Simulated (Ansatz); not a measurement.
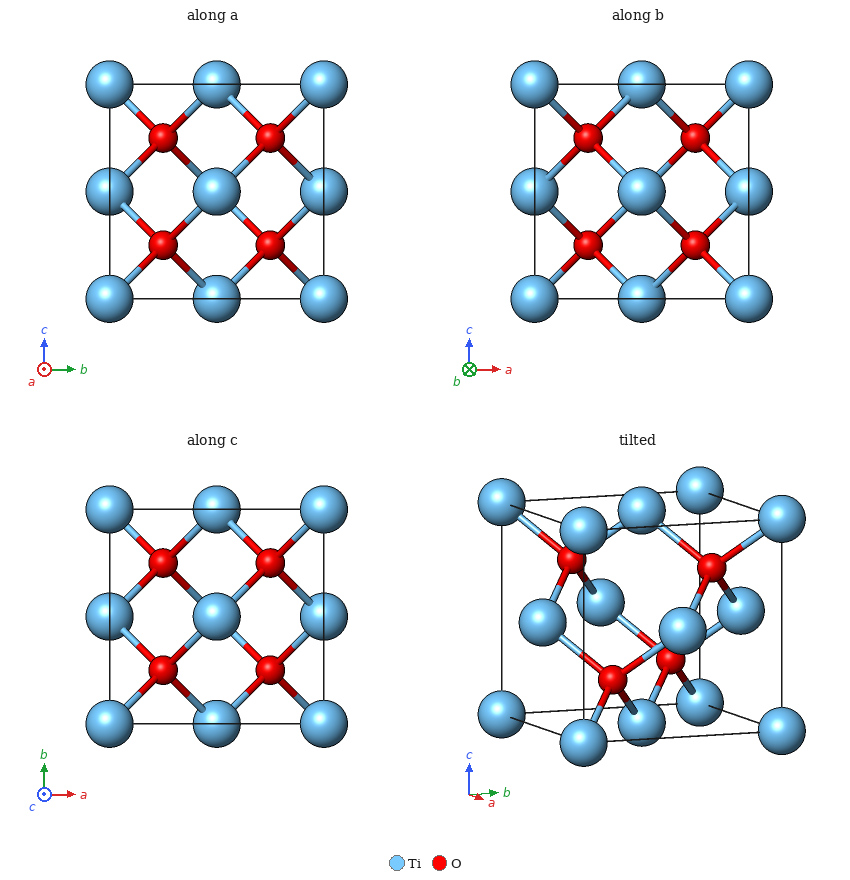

This ball-and-stick model is shown along the a axis, along the b axis, along the c axis and slightly off an axis. The conventional unit cell is outlined; an atom on or near a face, edge or corner is repeated at each equivalent position.

Lattice parameters: a = 4.8192 Å, b = 4.8192 Å, c = 4.8192 Å, α = 90.000°, β = 90.000°, γ = 90.000°.

Q: Record the structure as a CIF with its space group and independent sites.

A:
```cif
data_structure
_symmetry_space_group_name_H-M 'F -4 3 m'
_symmetry_Int_Tables_number 216
_cell_length_a 4.8192
_cell_length_b 4.8192
_cell_length_c 4.8192
_cell_angle_alpha 90.000
_cell_angle_beta 90.000
_cell_angle_gamma 90.000
_cell_volume 111.92
loop_
_atom_site_label
_atom_site_type_symbol
_atom_site_symmetry_multiplicity
_atom_site_Wyckoff_symbol
_atom_site_fract_x
_atom_site_fract_y
_atom_site_fract_z
_atom_site_occupancy
Ti1 Ti 4 a 0.0000 0.0000 0.0000 1
O1 O 4 d 0.2500 0.2500 0.7500 1
```

The starting point was a structure type filled with these elements by a generator (whether the compound takes this form wasn't checked). Earlier steps of the study, as a rule a relaxation of our own, may have changed the cell and positions, so they can lie some per cent off the listed ones. A calculation with Ansatz used it as input.

At this level of theory the run's own cell isn't at rest (compressed, at 11 GPa), so its distances can differ from those at equilibrium, the more so the softer the solid.
